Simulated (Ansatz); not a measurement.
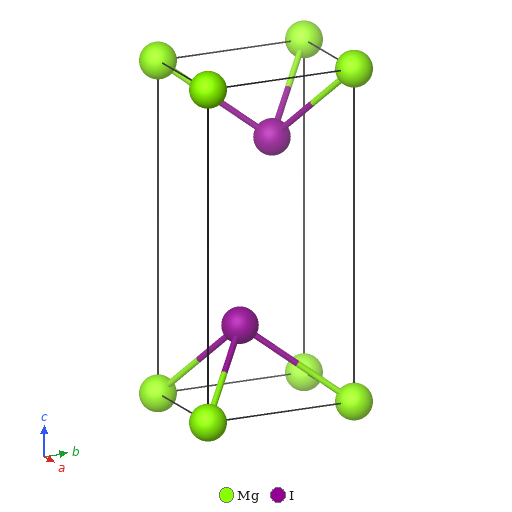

System: MgI₂, space group P-3m1 (No. 164). The picture shows the conventional cell.

Starting cell:
```yaml
crystal:
  lattice:
    - [4.15370, 0.00000, 0.00000]
    - [-2.07685, 3.59721, 0.00000]
    - [0.00000, 0.00000, 6.86200]
  atoms:
    - { symbol: Mg, position: [0.00000, 0.00000, 0.00000] }
    - { symbol: I, position: [0.33333, 0.66667, 0.75763] }
    - { symbol: I, position: [0.66667, 0.33333, 0.24237] }
```

Method: periodic Kohn-Sham DFT of a crystal at fixed atoms, scaled to the stated factor times the given cell; pressure positive in compression (Ansatz 0.2.0). Level: PBEsol.

```csv
setting,value
method,all-electron PAW
relativity,scalar
k mesh,7×7×4
occupations,Fermi–Dirac
smearing width,0.03 eV
nucleus,Gaussian
```

V(given) is 34.18 Å³/atom.

Describe the result: the pressure and largest field gradient Vzz against V/V(given). The V/V(given) takes the values 0.94, 0.98, 1.00, 1.01, 1.04.

The pressure falls from 1.920 GPa at V/V(given) 0.94 to −1.262 GPa at 1.04, and changes sign near 0.99. The largest field gradient Vzz goes from −5.050 1e21 V/m² at V/V(given) 0.94 to −5.024 1e21 V/m² at 1.04, not monotonically, with a low of −5.060 1e21 V/m² at 0.98. The volume at zero pressure from a fit of the pressures is 34 Å³/atom. The bulk modulus from that fit is 30.8 GPa.

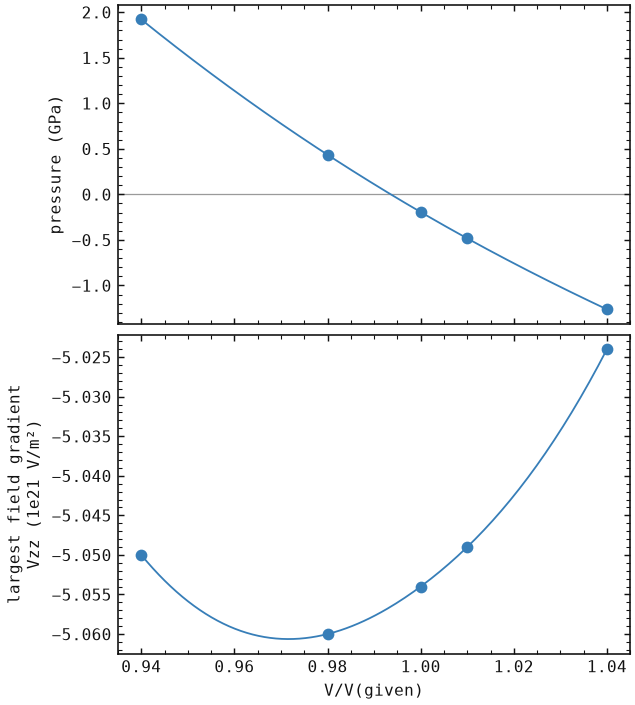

Keep in mind: field gradient without spin-orbit coupling on heavy atoms; no spin-orbit coupling on heavy atoms; shape and atomic fractions are frozen while scaling, which makes layered, chain and framework solids too stiff.
